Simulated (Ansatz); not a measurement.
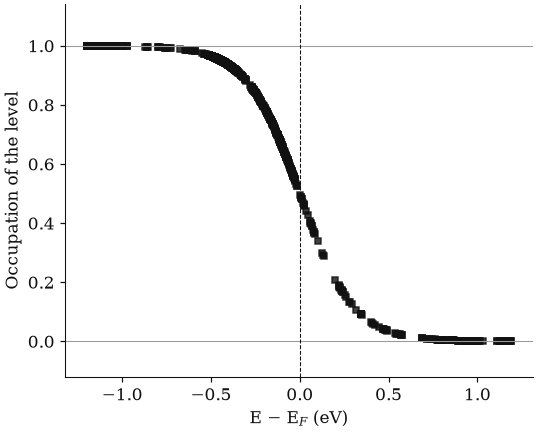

Occupations of the one-electron levels of the k mesh against their energy, from a run on Tm, space group Fm-3m (No. 225), 1 atom in the cell, with Ansatz.

Which smearing scheme was used (Fermi-Dirac, Gaussian, Methfessel-Paxton or cold), and about what width?

Fermi-Dirac smearing with a width of 0.15 eV. The occupations stay between 0 and 1 and have long exponential tails; the slope at the Fermi level is 1/(4 × width).
